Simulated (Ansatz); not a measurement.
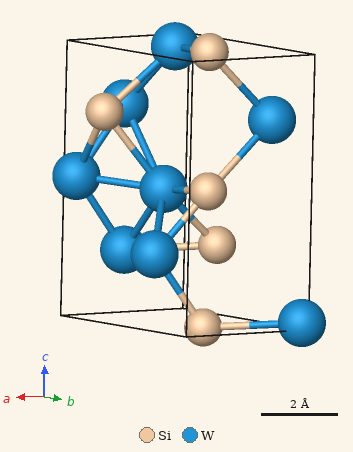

Crystalline SiW$_{2}$ (a generated structure, set up in P1) (coarse preliminary run), before the relaxation. A ball-and-stick model of the cell of the calculation, seen from a free direction.

The calculation used DFT PBE, scalar-relativistic, plane waves, PAW (Ansatz).

Input file:
```yaml
crystal:
  lattice:
    - [-3.7469494956, 0.0500757249, 0.003373969]
    - [0.0061791524, -0.0105306534, -6.7301099771]
    - [0.1001514499, -7.3642958757, -0.0114999908]
  atoms:
    - { symbol: Si, position: [0.9677350591, 0.2786212133, 0.7608020907] }
    - { symbol: Si, position: [1.0275165127, 0.285573634, 0.2537783775] }
    - { symbol: Si, position: [0.5397725396, 0.7003940423, 0.4937466421] }
    - { symbol: Si, position: [0.549353956, 0.6962291024, 0.9995879761] }
    - { symbol: W, position: [0.9210165659, 0.0219170647, 0.5066554113] }
    - { symbol: W, position: [0.0294123864, -0.0251227464, 0.0239364647] }
    - { symbol: W, position: [0.5346329605, 0.0171778664, 0.7597212959] }
    - { symbol: W, position: [0.5243479932, 0.0307384875, 0.2290312422] }
    - { symbol: W, position: [1.0131300141, 0.6847850239, 0.7385673813] }
    - { symbol: W, position: [0.9159478494, 0.6514319149, 0.2711747566] }
    - { symbol: W, position: [0.4525440499, 0.3265240595, 0.9892742849] }
    - { symbol: W, position: [0.5245901131, 0.3317303375, 0.4737240768] }
basis:
  ecutwfc: 420
kpoints:
  mp_grid: { grid: [6, 4, 4] }
hamiltonian:
  xc: pbe
scf:
  occupations: { method: gaussian, width: 0.2 }
  lower_state_search: "off"
output:
  forces: true
  stress: true
  eigenvalues: true
relax:
  adjacent_minimum: "off"
  f_tol: 0.025
  max_steps: 60
  cell: { stress_tol: 0.25 }
```

Command:
```bash
ansatz run input.yaml --threads 1 --pin off --max-ram 2560MiB --backend cpu --events-out ev --progress --plain --runs-dir out
```

**What does the optimiser find from here?**

After 8 accepted moves (11 points after the start) the energy has fallen by 526 meV per atom. Largest force component: 5.3 eV/Å at the start, 0.0039 eV/Å at the end. Pressure: 13.65 GPa at the start and −0.01 GPa at the end. The line search rejected the trial step at point 7 of the run. At 2 points the geometry stayed and the basis and grid were re-selected for the new cell (energy shift of 0.7 meV per atom at most each time). W5 moves most relative to the cell: 0.39 Å roughly along [3 −1 0]. By element the largest moves are W 0.39 Å, Si 0.23 Å. Cell: a 3.747 → 4.241 Å (+13.2 %), b 6.730 → 6.752 Å (+0.3 %), c 7.365 → 6.332 Å (−14.0 %), α 89.8° → 90.0°, β 91.5° → 90.0°, γ 90.1° → 90.0°. Volume −2.3 %. Near-neighbour distances that change, for instance: W9–W10 3.955 → 3.166 Å, W7–W8 3.908 → 3.166 Å, W5–W6 3.833 → 3.166 Å, W11–W12 3.814 → 3.166 Å. The space group (tolerance 0.01 Å) goes from P1 (No. 1) to Pmmn (No. 59). The run took 6.9 min on 1 thread of Intel(R) Xeon(R) 6975P-C (Granite Rapids), with other jobs on the host, peak memory 0.81 GiB.

History of the run:

```json
{"step": "0", "E − E(0), meV/atom": "0.00", "largest force component, eV/Å": "5.2604", "pressure, GPa": "13.65", "volume, Å³/atom": "15.473", "note": ""}
{"step": "1", "E − E(0), meV/atom": "-300.86", "largest force component, eV/Å": "1.9794", "pressure, GPa": "-3.35", "volume, Å³/atom": "15.830", "note": ""}
{"step": "2", "E − E(0), meV/atom": "-390.49", "largest force component, eV/Å": "0.8342", "pressure, GPa": "2.74", "volume, Å³/atom": "15.184", "note": ""}
{"step": "3", "E − E(0), meV/atom": "-442.94", "largest force component, eV/Å": "1.6038", "pressure, GPa": "5.16", "volume, Å³/atom": "14.972", "note": ""}
{"step": "4", "E − E(0), meV/atom": "-504.44", "largest force component, eV/Å": "0.8145", "pressure, GPa": "2.93", "volume, Å³/atom": "14.992", "note": ""}
{"step": "5", "E − E(0), meV/atom": "-514.19", "largest force component, eV/Å": "0.6006", "pressure, GPa": "2.63", "volume, Å³/atom": "15.006", "note": ""}
{"step": "6", "E − E(0), meV/atom": "-524.51", "largest force component, eV/Å": "0.0559", "pressure, GPa": "0.00", "volume, Å³/atom": "15.108", "note": ""}
{"step": "7", "E − E(0), meV/atom": "-524.20", "largest force component, eV/Å": "0.1365", "pressure, GPa": "-0.18", "volume, Å³/atom": "15.119", "note": "rejected"}
{"step": "8", "E − E(0), meV/atom": "-524.87", "largest force component, eV/Å": "0.0172", "pressure, GPa": "0.07", "volume, Å³/atom": "15.101", "note": ""}
{"step": "9", "E − E(0), meV/atom": "-525.58", "largest force component, eV/Å": "0.0172", "pressure, GPa": "0.12", "volume, Å³/atom": "15.101", "note": "same geometry, new basis"}
{"step": "10", "E − E(0), meV/atom": "-525.59", "largest force component, eV/Å": "0.0040", "pressure, GPa": "-0.01", "volume, Å³/atom": "15.109", "note": ""}
{"step": "11", "E − E(0), meV/atom": "-525.60", "largest force component, eV/Å": "0.0039", "pressure, GPa": "-0.01", "volume, Å³/atom": "15.109", "note": "same geometry, new basis"}
```

The structure at the end:

```
CELL_PARAMETERS angstrom
-4.24099 -0.00831 -0.00028
0.00040 0.00080 -6.75190
0.01241 -6.33184 -0.00075
ATOMIC_POSITIONS crystal
Si 0.00000 0.28958 0.75000
Si 0.00001 0.28958 0.25000
Si 0.49999 0.71042 0.50001
Si 0.49999 0.71042 0.99999
W 0.00000 0.99252 0.50000
W 0.00000 0.99252 0.00000
W 0.50000 0.00748 0.75000
W 0.50000 0.00748 0.25000
W 0.99999 0.65323 0.75000
W 0.99999 0.65323 0.25000
W 0.50001 0.34677 0.00000
W 0.50001 0.34677 0.50000
```

The end point in the same view:

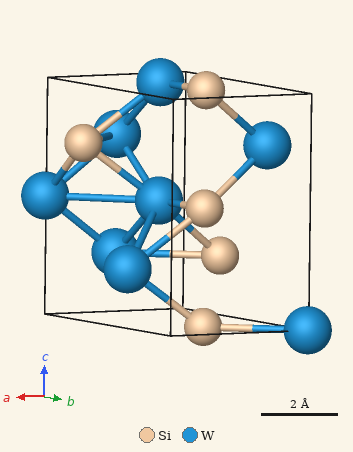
